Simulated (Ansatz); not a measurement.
# AlNi₃: what the fields show

The calculation's input:

```
crystal:
  lattice:
    - [5.010076061, 0.0, 0.0]
    - [-2.5050380305, 4.3388531437, 0.0]
    - [0.0, 0.0, 4.0407723885]
  atoms:
    - { symbol: Al, position: [0.6666666667, 0.3333333333, 0.25] }
    - { symbol: Al, position: [0.3333333333, 0.6666666667, 0.75] }
    - { symbol: Ni, position: [0.3286707132, 0.1643353566, 0.75], spin: -0.36 }
    - { symbol: Ni, position: [0.8356646434, 0.1643353566, 0.75], spin: -0.36 }
    - { symbol: Ni, position: [0.8356646434, 0.6713292868, 0.75], spin: -0.36 }
    - { symbol: Ni, position: [0.6713292868, 0.8356646434, 0.25], spin: -0.36 }
    - { symbol: Ni, position: [0.1643353566, 0.8356646434, 0.25], spin: -0.36 }
    - { symbol: Ni, position: [0.1643353566, 0.3286707132, 0.25], spin: -0.36 }
basis:
  ecutwfc: 500
kpoints:
  mp_grid: { grid: [12, 12, 8] }
hamiltonian:
  xc: r2scan
scf:
  occupations: { method: gaussian, width: 0.15 }
output:
  forces: true
  stress: true
  eigenvalues: true
  populations: true
  write_density: true
  write_potential: true
  elf: true
  volumetric_format: npy
magnetization:
  spin_polarized: true
```

Command:

```sh
ansatz run input.yaml --threads 2 --pin off --max-ram 5120MiB --backend cpu --events-out ev --progress --plain --runs-dir out
```

Below, planes, directions and counts refer to the conventional cell (a = 5.01 Å, b = 5.01 Å, c = 4.04 Å, α = 90.00°, β = 90.00°, γ = 120.00°).

Space group P6₃/mmc; a structure from a database of computed crystals, not necessarily the ambient phase; spin-polarised.

These are results of Ansatz 0.2.0, DFT r2SCAN, scalar-relativistic, plane waves, PAW, not measurements.

In a PAW calculation such maps are meaningful between the atoms, not at the nuclei.

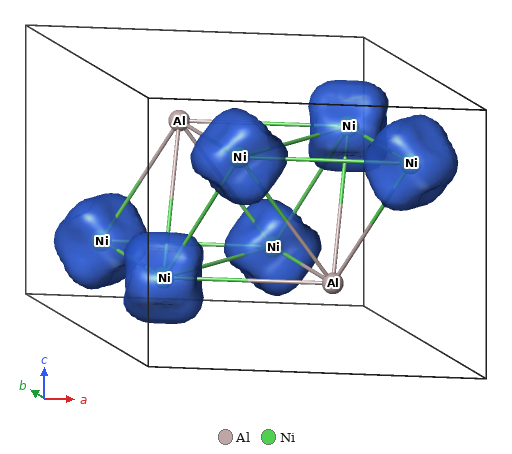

Figure 1. Isosurface of the spin density (up minus down) at −0.06 e/Å³ (blue), seen slightly off an axis. Sticks mark near contacts.

Where is the spin, and how is it ordered?

Answer. The spin density sits on Ni: −0.3 μB (×6) in one cell of 8 atoms: parallel main moments (a ferromagnetic arrangement) in this solution. The cell of the calculation (8 atoms) carries 1.6 μB of net spin moment.

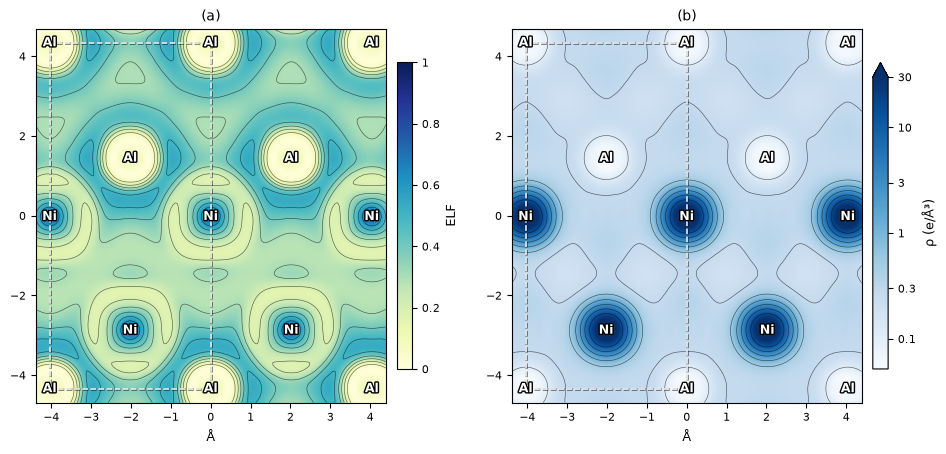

Figure 2. (a) electron localisation function; (b) valence electron density on the (110) plane of the conventional cell.

Describe what can be read from this map.

Answer. The section cuts through Al and Ni sites.
Al–Ni (2.50 Å): ρ at the midpoint is about 0.3 e/Å³; the ELF is about 0.40 at the midpoint.
Between the atoms the lowest density in this plane is 0.18 e/Å³.
The features right at Ni lie inside the PAW spheres, where the map follows smoothed inner orbitals and isn't to be read closely.

Does the calculation make it a metal, or give it a gap?

Answer. It is metallic or semimetallic at this level of theory: no gap opens.
